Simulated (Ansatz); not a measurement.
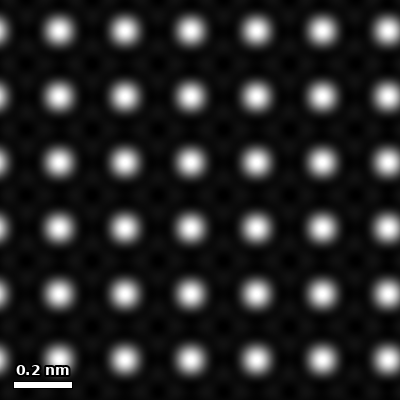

Phase-contrast TEM-like image of Al (Im-3m, No. 229) along [001]. Simulated in the weak-phase-object approximation with neutral-atom potentials: 200 kV, Cs = −15 µm, defocus +74 Å (negative is underfocus), defocus spread 8 Å, aperture 1.22 1/Å. Structure: coordinates from a relaxation with DFT, RPBE, plane waves (420 eV) with PAW, scalar-relativistic (Ansatz 0.2.0); the starting structure was generated, so it need not be a known form of this composition.

Q: What point resolution do these settings give, and which lattice spacings pass?

A: About 0.8 Å (0.66 |Cs|^(1/4) λ^(3/4) with λ = 0.0251 Å). The spacings that carry visible contrast are {110} at 2.30 Å, {200} at 1.63 Å, {220} at 1.15 Å, {310} at 1.03 Å.

Q: Do the atom columns appear dark or bright, and why?

A: Bright. With negative Cs and overfocus sin χ is positive over the pass band, so the strongest columns (Al) come out brighter than the background.
